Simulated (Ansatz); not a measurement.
Run report: Sn$_{16}$Se$_{15}$, geometry relaxation (part 5 of 5)

Sn$_{16}$Se$_{15}$ (defect cell, 31 atoms in the cell); DFT PBE, scalar-relativistic, plane waves, PAW, no spin polarisation (Ansatz 0.2.0); cutoff 420 eV, 2×2×2 k-mesh, Gaussian smearing of 0.02 eV. The structure derives from a Materials Project entry. It belongs to a series of runs on one base structure; here: Se vacancy (site b), charge +0, atoms relaxed at the host's cell.

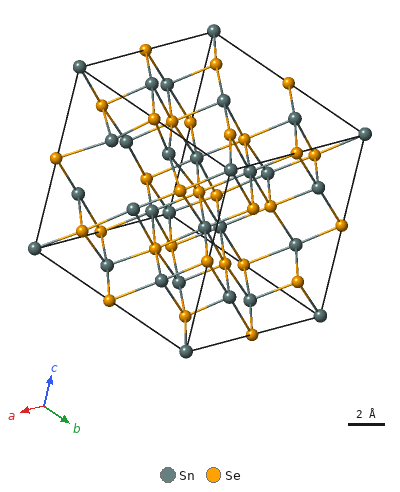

Figure 1. The geometry at step 17 of the log (ball-and-stick view of the cell of the calculation, seen at an oblique angle).

Trajectory as extended XYZ, continued
```
31
Lattice="-6.0616 6.0616 -6.0616 6.0616 -6.0616 -6.0616 -6.0616 -6.0616 6.0616" Properties=species:S:1:pos:R:3:forces:R:3 step=16 energy=-178435.17103
Sn   -2.9939   -0.0386   -2.9862    0.0055  -0.0209   0.0184
Sn   -3.0152   -3.0977   -0.0661    0.0220  -0.0134   0.0064
Sn   -2.6115   -6.2479    3.2311    0.0255  -0.0102   0.0058
Sn   -6.0948    3.0613   -2.9747    0.0030  -0.0008   0.0048
Sn   -3.0652    2.9397   -6.0772    0.0133   0.0012  -0.0095
Sn   -6.2297   -0.2031   -0.3881   -0.0168   0.0252  -0.0103
Sn   -6.0935   -2.9556    3.1645   -0.0181  -0.0042   0.0000
Sn    3.1115   -6.1765   -2.9890   -0.0041  -0.0105   0.0253
Sn   -6.1511   -6.1128   -6.1268   -0.0388  -0.0130  -0.0099
Sn   -3.0092   -3.0763   -6.1267    0.0111   0.0078   0.0030
Sn   -2.9479   -6.0995   -2.9073    0.0097  -0.0218   0.0148
Sn   -0.0938   -2.9595   -2.9747   -0.0292  -0.0039   0.0262
Sn    3.0449   -3.1041   -6.1228    0.0208  -0.0031  -0.0104
Sn   -0.0376   -6.1172   -0.0029   -0.0137  -0.0151   0.0115
Sn   -6.2330   -2.6054   -2.8125   -0.0236   0.0091  -0.0204
Sn   -0.0354   -0.1194   -6.1261   -0.0016  -0.0098   0.0003
Se   -6.1103   -2.9921   -0.0415    0.0299   0.0217  -0.0056
Se   -0.2343    0.0206   -3.0577    0.0494   0.0024   0.0118
Se   -2.9727   -2.9775    3.1238    0.0007   0.0145  -0.0003
Se   -0.0283   -2.9504   -0.0846    0.0308   0.0271  -0.0100
Se   -9.0252    0.0298   -0.0538    0.0032  -0.0170  -0.0157
Se   -2.9426    3.1210   -2.9637   -0.0212   0.0020   0.0148
Se    0.0376   -6.0332   -2.7550   -0.0191  -0.0122  -0.0638
Se   -2.9556    0.0360   -0.0832   -0.0048   0.0062   0.0069
Se   -0.0357   -9.0391   -0.0616    0.0149   0.0047   0.0150
Se    0.0281   -0.2424   -9.1131   -0.0066   0.0300  -0.0067
Se   -2.9634   -2.9641   -2.9366   -0.0143  -0.0025  -0.0163
Se   -0.0351   -2.9751   -6.1246    0.0006   0.0006   0.0017
Se   -2.9592   -6.0230   -0.0628   -0.0032   0.0006  -0.0038
Se    3.0903   -2.9822   -2.9399   -0.0087   0.0201  -0.0008
Se   -2.9232    0.0466   -6.1734   -0.0178  -0.0152   0.0161
31
Lattice="-6.0616 6.0616 -6.0616 6.0616 -6.0616 -6.0616 -6.0616 -6.0616 6.0616" Properties=species:S:1:pos:R:3:forces:R:3 step=17 energy=-178435.17703
Sn   -2.9717   -0.0592   -2.9687    0.0054   0.0069  -0.0040
Sn   -3.0083   -3.1002   -0.0618    0.0038  -0.0016  -0.0082
Sn   -2.6013   -6.2458    3.2269    0.0095   0.0000  -0.0030
Sn   -6.0970    3.0718   -2.9661   -0.0011   0.0117  -0.0035
Sn   -3.0536    2.9456   -6.0835    0.0058  -0.0106   0.0011
Sn   -6.2323   -0.1864   -0.3976    0.0056  -0.0010  -0.0015
Sn   -6.1013   -2.9550    3.1607   -0.0037  -0.0113   0.0041
Sn    3.1120   -6.1794   -2.9710   -0.0117   0.0013   0.0014
Sn   -6.1631   -6.1194   -6.1369    0.0012   0.0113   0.0143
Sn   -2.9979   -3.0710   -6.1239   -0.0055  -0.0099  -0.0043
Sn   -2.9459   -6.1184   -2.9078   -0.0120   0.0041   0.0036
Sn   -0.1057   -2.9579   -2.9628    0.0063  -0.0149  -0.0079
Sn    3.0593   -3.1034   -6.1226   -0.0029  -0.0060   0.0021
Sn   -0.0456   -6.1271   -0.0251   -0.0060   0.0030  -0.0132
Sn   -6.2393   -2.5981   -2.8248    0.0037  -0.0034   0.0006
Sn   -0.0394   -0.1167   -6.1363   -0.0051  -0.0049   0.0090
Se   -6.0769   -2.9753   -0.0505   -0.0099   0.0017   0.0073
Se   -0.2026    0.0159   -3.0414   -0.0130   0.0018  -0.0151
Se   -2.9830   -2.9687    3.1247   -0.0099  -0.0041   0.0054
Se    0.0017   -2.9424   -0.0865   -0.0048   0.0021   0.0033
Se   -9.0259    0.0161   -0.0645    0.0001   0.0158   0.0087
Se   -2.9612    3.1122   -2.9509    0.0060   0.0076  -0.0093
Se    0.0136   -6.0454   -2.7911    0.0156   0.0121   0.0046
Se   -2.9600    0.0315   -0.0703    0.0055  -0.0047   0.0111
Se   -0.0356   -9.0311   -0.0579    0.0021  -0.0072  -0.0120
Se    0.0096   -0.2265   -9.1027    0.0095  -0.0053  -0.0114
Se   -2.9700   -2.9687   -2.9394    0.0022  -0.0040   0.0157
Se   -0.0410   -2.9703   -6.1247    0.0103   0.0055   0.0105
Se   -2.9686   -6.0264   -0.0682   -0.0088  -0.0040  -0.0025
Se    3.0850   -2.9726   -2.9343   -0.0070  -0.0041  -0.0007
Se   -2.9391    0.0345   -6.1544    0.0086   0.0120  -0.0061
31
Lattice="-6.0616 6.0616 -6.0616 6.0616 -6.0616 -6.0616 -6.0616 -6.0616 6.0616" Properties=species:S:1:pos:R:3:forces:R:3 step=18 energy=-178435.17813
Sn   -2.9765   -0.0568   -2.9698    0.0017  -0.0036   0.0022
Sn   -3.0062   -3.1067   -0.0620    0.0032   0.0021  -0.0005
Sn   -2.5933   -6.2466    3.2275   -0.0009  -0.0039   0.0047
Sn   -6.0990    3.0812   -2.9667   -0.0007  -0.0074  -0.0029
Sn   -3.0531    2.9404   -6.0824    0.0061   0.0007  -0.0022
Sn   -6.2297   -0.1864   -0.3972   -0.0016  -0.0024   0.0011
Sn   -6.1051   -2.9612    3.1592    0.0048  -0.0085  -0.0058
Sn    3.1068   -6.1788   -2.9709   -0.0053  -0.0014  -0.0009
Sn   -6.1632   -6.1154   -6.1327    0.0055  -0.0010   0.0051
Sn   -2.9998   -3.0757   -6.1234    0.0001  -0.0082  -0.0047
Sn   -2.9499   -6.1161   -2.9075   -0.0083   0.0031  -0.0067
Sn   -0.1045   -2.9631   -2.9641    0.0033  -0.0058   0.0005
Sn    3.0583   -3.1108   -6.1233   -0.0028   0.0007   0.0055
Sn   -0.0519   -6.1267   -0.0333    0.0035   0.0005   0.0007
Sn   -6.2394   -2.5990   -2.8244   -0.0014  -0.0081   0.0062
Sn   -0.0437   -0.1181   -6.1307    0.0046   0.0029   0.0063
Se   -6.0831   -2.9752   -0.0476   -0.0009   0.0086  -0.0086
Se   -0.2120    0.0163   -3.0464   -0.0004   0.0037  -0.0023
Se   -2.9817   -2.9698    3.1282   -0.0007   0.0015   0.0034
Se   -0.0026   -2.9411   -0.0842   -0.0004  -0.0039   0.0020
Se   -9.0218    0.0238   -0.0610    0.0032   0.0036  -0.0073
Se   -2.9565    3.1160   -2.9543   -0.0073  -0.0058  -0.0034
Se    0.0200   -6.0430   -2.7965    0.0038   0.0052  -0.0006
Se   -2.9562    0.0328   -0.0659   -0.0033  -0.0023  -0.0030
Se   -0.0356   -9.0356   -0.0632    0.0051   0.0066   0.0052
Se    0.0149   -0.2214   -9.1059    0.0022   0.0046  -0.0039
Se   -2.9682   -2.9708   -2.9340   -0.0049   0.0061   0.0012
Se   -0.0378   -2.9690   -6.1195    0.0022   0.0015  -0.0013
Se   -2.9663   -6.0262   -0.0690   -0.0012  -0.0029   0.0049
Se    3.0846   -2.9746   -2.9356    0.0003   0.0091  -0.0012
Se   -2.9323    0.0399   -6.1567   -0.0095   0.0047   0.0064
```

Key numbers

```csv
quantity,value
outcome,converged
electrons treated,464
free energy,−178435.1781 eV
Fermi energy,8.666 eV
gap on the k-point mesh,0.48 eV
final volume,890.88 Å³
largest force (length of the vector) at the end,0.012 eV/Å
hardware,"4 threads of Arm Neoverse V1, 24 GiB of memory available, shared host"
wall time,18 min (CPU time 71 min)
peak memory,4.4 GiB
```
